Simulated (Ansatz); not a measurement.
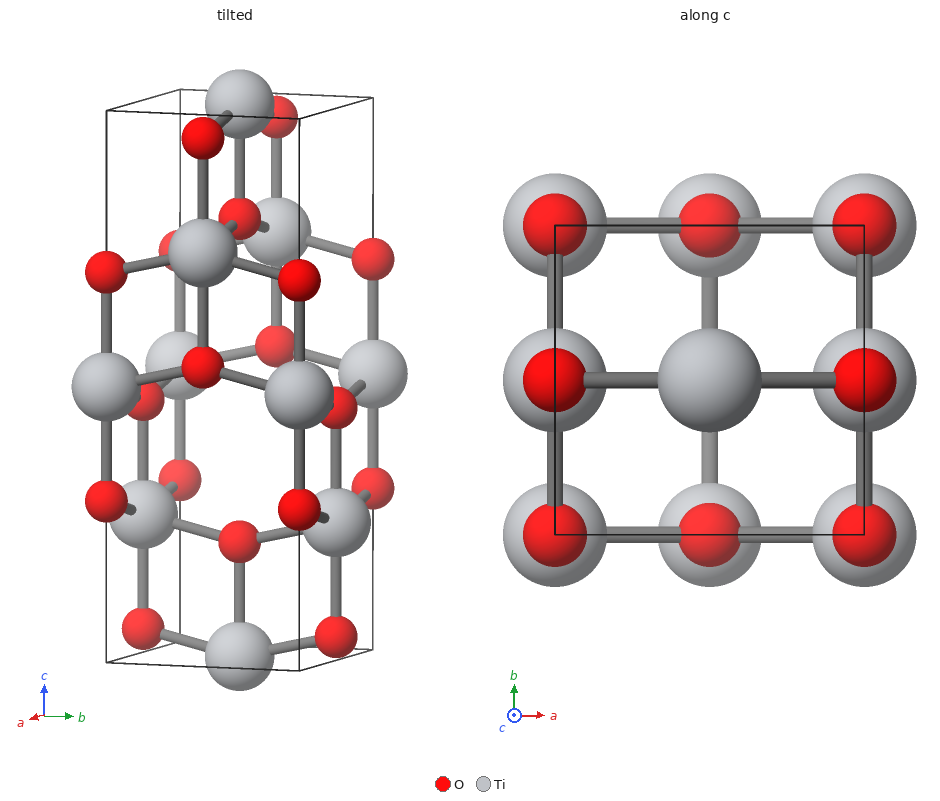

Drawn in the ball-and-stick manner and seen slightly off an axis and along the c axis. The frame is the drawn cell (a repeat of the simulation cell); atoms at its boundary are shown with their periodic copies.

TiO2, a = 3.78 Å, b = 3.78 Å, c = 10.16 Å, α = 90.04°, β = 90.04°, γ = 90.00°.

Computed with DFT r2SCAN, scalar-relativistic, plane waves, PAW in Ansatz 0.2.0. Settings: plane waves to 500 eV, k-points about 0.30 Å⁻¹ apart, Gaussian smearing of 0.05 eV, no spin polarisation.

**Is the electronic structure metallic or gapped?**

A semiconductor at this level, with a gap of 2.48 eV on the k-mesh (the true edges may lie between mesh points, so the gap can be somewhat smaller).

**How far is the cell from zero pressure?**

The computed pressure is -11.0 GPa (stretched: it would shrink). The stress isn't hydrostatic: its largest component is 17.4 GPa.

It goes back to a structure listed in the Materials Project. The cell was then strained or its atoms displaced on purpose. It went into a calculation with Ansatz.

At this level of theory the cell isn't at rest (stretched, at -11 GPa and forces up to 0.7 eV/Å), so its distances can differ from those at equilibrium, the more so the softer the solid.
